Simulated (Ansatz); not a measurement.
# Fermi surface of TiSi2 (space group Fddd, No. 70)

The calculation's input:

```yaml
crystal:
  lattice:
    - [0.0, 4.118, 4.2615]
    - [2.3865, 0.0, 4.2615]
    - [2.3865, 4.118, 0.0]
  atoms:
    - { symbol: Ti, position: [0.75, 0.75, 0.75] }
    - { symbol: Ti, position: [0.5, 0.5, 0.5] }
    - { symbol: Si, position: [0.083, 0.417, 0.083] }
    - { symbol: Si, position: [0.417, 0.083, 0.417] }
    - { symbol: Si, position: [0.167, 0.833, 0.167] }
    - { symbol: Si, position: [0.833, 0.167, 0.833] }
basis:
  ecutwfc: 420
kpoints:
  mp_grid: { grid: [10, 10, 10] }
hamiltonian:
  xc: pbe
scf:
  occupations: { method: gaussian, width: 0.05 }
output:
  forces: true
  eigenvalues: true
  eigenstates:
    nscf_kmesh: { grid: [18, 18, 18] }
    top_band: c6
    de_dk: true
    localisation: true
  stress: true
checkpoint:
  write: ck
  compress: false
  write_wavefunctions: false
  write_every: 100000
```

Run with:

```sh
ansatz run input.yaml --threads 2 --pin off --max-ram 5120MiB --backend cpu --events-out ev --progress --plain --runs-dir out
```

These are results of DFT PBE, scalar-relativistic, plane waves, PAW; levels and slopes on a dense k mesh at the converged density in Ansatz, not measurements. No spin polarisation. The levels come from a k mesh of 18×18×18 points. The geometry was not relaxed.

Part 1: The sheets

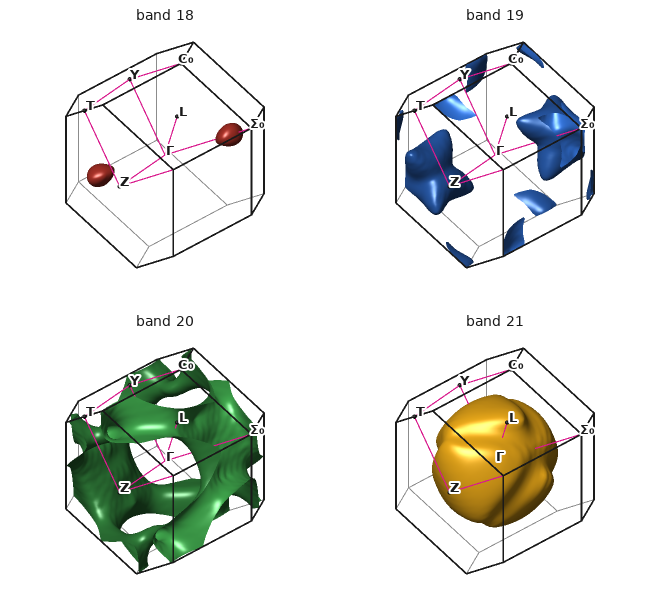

Computed Fermi surface of this crystal. Each panel holds one band. The brighter face of a sheet looks towards empty states.

> Summarise the topology of this Fermi surface.

Four bands cross the Fermi level; this is a three-dimensional metal.

Band 18: two hole pockets on the Γ–Σ₀ line (each 0.24 % of the zone).
Band 19: two hole pockets on the Γ–Σ₀ line (each 3.1 % of the zone).
Band 20: an open hole network that joins neighbouring zones in all directions (20 % of the zone).
Band 21: one electron pocket centred at Γ (27 % of the zone).

Part 2: Weight on the atoms

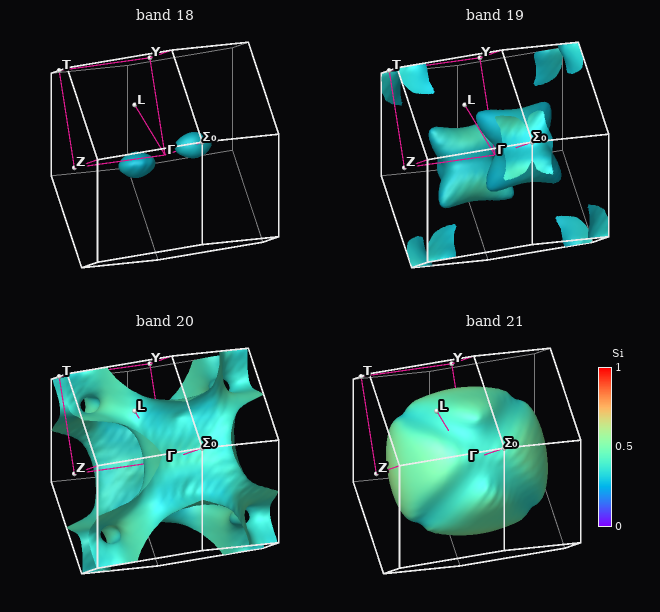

Fermi surface of this crystal, coloured by the weight of the states on Si (Voronoi cells).

> How much Si character do the sheets have, and what else?

Band 18: Ti (69 %) and Si (31 %). Band 19: Ti (67 %) and Si (33 %). Band 20: Ti (61 %) and Si (39 %). Band 21: Ti (56 %) and Si (44 %).

Part 3: Speeds

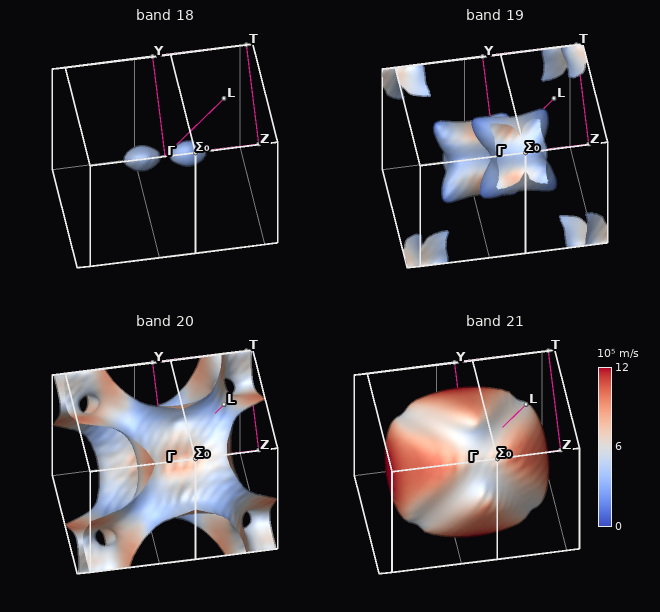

Fermi surface of this crystal, coloured by the Fermi speed.

> How fast are the electrons on each sheet?

Band 18: 3.3 to 4.7 × 10⁵ m/s over most of the sheet, 4.1 × 10⁵ m/s on average over states. Band 19: 2.4 to 7.1 × 10⁵ m/s over most of the sheet, 4.1 × 10⁵ m/s on average over states. Band 20: 3.7 to 8.6 × 10⁵ m/s over most of the sheet, 5.7 × 10⁵ m/s on average over states. Band 21: 5.7 to 12 × 10⁵ m/s over most of the sheet, 8.0 × 10⁵ m/s on average over states.

> Which of these bands adds most to the density of states at the Fermi level?

Band 20, with 0.91 of 2.2 states/eV per cell.

Part 4: Cuts and bands

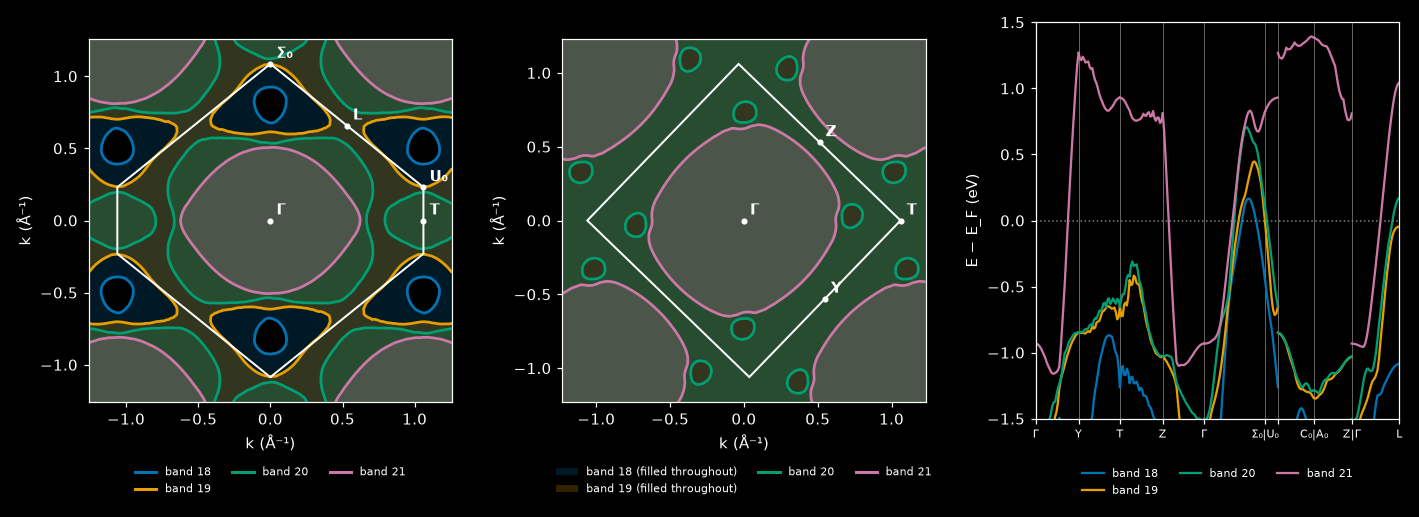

This crystal: cuts through the Fermi surface in the plane through Γ, T and L and the plane through Γ, T and Z, filled states shaded, and the bands that cross the Fermi level.

> Give each band's level at the labelled points, in eV from the Fermi level.

```tsv
band	Γ	T	Z	Y	L
band 18	below	−1.26	below	below	−1.08
band 19	below	−0.65	−1.03	−0.85	−0.05
band 20	below	−0.65	−1.03	−0.85	+0.17
band 21	−0.93	+0.93	+0.81	+1.27	+1.04
```

Negative values are filled states; "above" and "below" lie outside the plotted window.

A magnetic state wasn't tried and may lie lower. Necks and pockets thinner than about two mesh steps aren't resolved, so separate pockets may in truth be joined.

Cost: 49 s on 2 threads of Intel(R) Xeon(R) Platinum 8375C CPU @ 2.90GHz (Ice Lake), on a shared host, peak memory 1.1 GiB.
